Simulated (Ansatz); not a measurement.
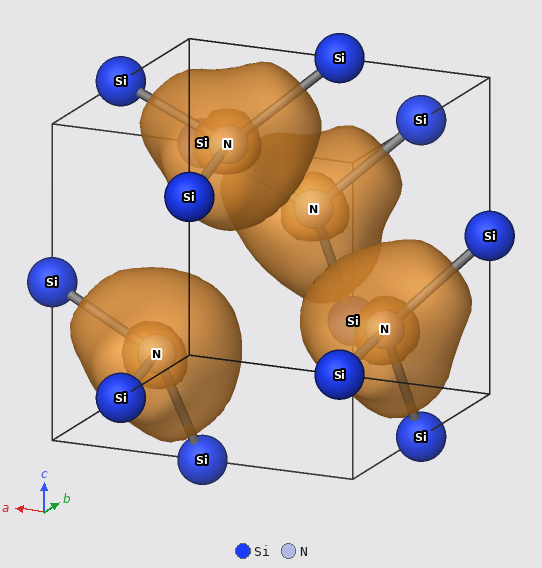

Si₃N₄. Isosurface of the electron localisation function at 0.65 (orange), seen at an oblique angle. Only the valence region is drawn (cores and ρ < 0.01 e/Å³ removed). Sticks mark near contacts.

Space group P-43m; a generated structure, not necessarily the stable one.

Method: Kohn-Sham DFT of a periodic cell, PBE, Ansatz PAW in Ansatz 0.2.0.

Core electrons are frozen (PAW), and the valence fields are smoothed inside the atomic spheres.

```xyz
7
Lattice="4.1308 0.0000 0.0000 0.0000 4.1308 0.0000 0.0000 0.0000 4.1308" Properties=species:S:1:pos:R:3 pbc="T T T"
Si    0.0000    0.0000    2.0654
Si    2.0654    0.0000    0.0000
Si    0.0000    2.0654    0.0000
N     0.9894    0.9894    3.1414
N     3.1414    3.1414    3.1414
N     0.9894    3.1414    0.9894
N     3.1414    0.9894    0.9894
```

**Where are the electrons localised?**

At this value the surface marks out four regions on N in which the atom's valence shell and bonds are merged, counted in one cell of 7 atoms. Regions shared between cells count once. Profiles from the grid: Si–N (1.77 Å): the ELF peaks at about 0.90 between the atoms, as expected for a polar covalent bond.

**Does the calculation make it a metal, or give it a gap?**

It is gapped, with a Kohn–Sham gap of 2.7 eV on the k-point mesh (the band edges may lie off the mesh, which would make the gap smaller).
